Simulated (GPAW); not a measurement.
System: rocksalt NaCl, space group Fm-3m, 2 atoms in the primitive cell; unstrained, cubic a = 5.588 Å. The cell is strained along x, y and z by the value listed. The atoms keep their fractional positions. Level of theory: PBEsol, PAW data sets generated in the run's folder for this functional, no spin polarisation, no spin-orbit coupling, 8×8×8 k mesh, 800 eV cutoff, Fermi-Dirac smearing of 0.05 eV; code GPAW 26.7.0.

At 0 % the lowest conduction levels at the points plotted lie 5.04 eV (Γ), 7.11 eV (L) and 8.12 eV (K) above the valence top at Γ.

> How does each level move from −4 % to +4 %?

Γ falls by 0.93 eV, L falls by 0.37 eV and K falls by 0.35 eV. The lowest is the one at Γ, over the whole range, so among these points the gap stays direct.

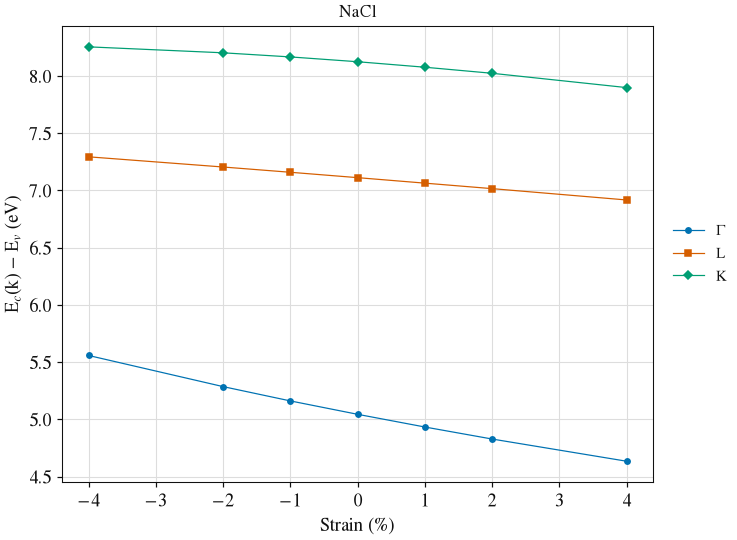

Lowest conduction level at each named k point, counted from the valence-band top at Γ.

| strain | Γ (eV) | L (eV) | K (eV) | gap on the mesh (eV) |
| --- | --- | --- | --- | --- |
| −4 % | 5.56 | 7.29 | 8.25 | 5.56 |
| −2 % | 5.29 | 7.21 | 8.20 | 5.29 |
| −1 % | 5.16 | 7.16 | 8.17 | 5.16 |
| 0 % | 5.04 | 7.11 | 8.12 | 5.04 |
| +1 % | 4.93 | 7.06 | 8.08 | 4.93 |
| +2 % | 4.83 | 7.02 | 8.02 | 4.83 |
| +4 % | 4.63 | 6.92 | 7.90 | 4.63 |

LDA, GGA and most meta-GGA functionals understate gaps. The cell is a database's computed one. X is left out: the lowest level there has a kink along the series, as when two levels cross.
